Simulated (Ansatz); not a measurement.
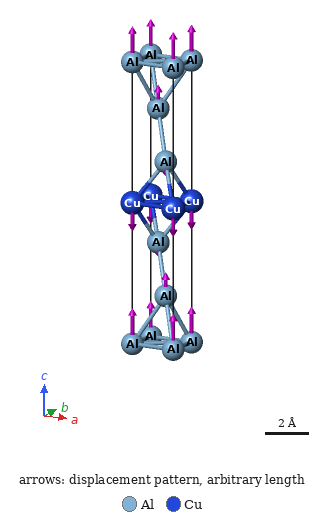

One vibrational mode of solid Al5Cu (a generated structure) at the zone centre. The purple arrows are the displacements of the atoms (eigenvector over the root of the mass), of arbitrary overall length and sign. Style: ball-and-stick. Shown: the cell of the calculation, slightly off an axis.

Level of theory: DFT PBE, scalar-relativistic, plane waves, PAW (Ansatz). Settings: plane-wave cutoff 420 eV; k-point mesh 18 × 18 × 4; occupations fermi dirac; smearing width 0.15 eV; no spin polarisation.

The frequencies depend somewhat on the k-mesh and the smearing.

Q: Give the symmetry, activity and frequency of this mode.

A: This is the A₂u mode at 134 cm⁻¹, optical level 4 of 10, counted from below, infrared-active by symmetry. All motion is along c; the kinetic energy is shared as Al 58 %, Cu 42 %. The crystal is a metal, so free carriers screen the infrared response.
